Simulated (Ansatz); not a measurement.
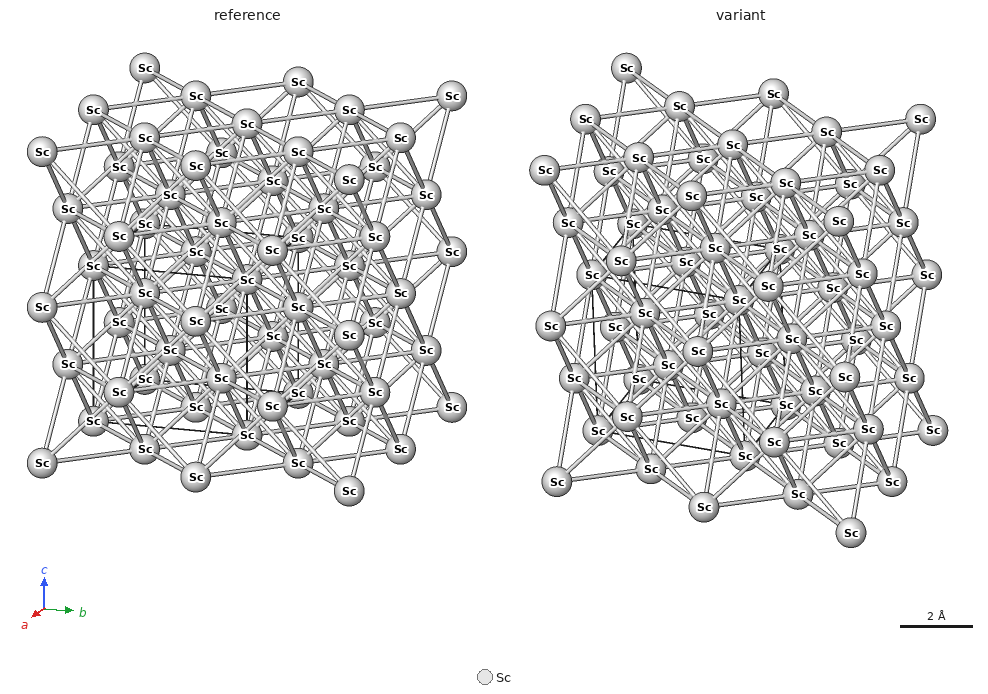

Left: a symmetric starting cell of Sc. Right: the same structure after one change, at the same scale. A ball-and-stick model of the conventional cell (4 times the calculation's cell), repeated 2 × 2 × 2 with one cell outlined, seen slightly off an axis. Lengths and directions refer to the drawn axes.

Method: DFT PBE, scalar-relativistic, plane waves, PAW in Ansatz 0.2.0. (plane-wave cutoff 420 eV; k-point mesh 15 × 15 × 14; occupations gaussian; smearing width 0.1 eV; no spin polarisation)

What distinguishes the right structure from the left one?

The cell is strained by +9.8 % along [1 1 −1] and −8.2 % across it (volume −7.5 %), the atoms keeping their fractional coordinates. No relaxation follows. The starting cell wasn't computed here and needn't be at equilibrium, so pressure and forces aren't due to the change alone.

How do the computed properties respond?

Among the bonded contacts that change: Sc–Sc 3.211 → 2.948 to 3.344 Å. The space group (tolerance 0.01 Å) goes from Fm-3m (No. 225) to R-3m (No. 166). The pressure is 8.9 GPa (not all of it need come from the change, since the unchanged cell can be under pressure at this level too). The principal stresses (compression positive) are −4.3 GPa along [1 1 −1] and 15.5 GPa across it. All forces vanish by symmetry.
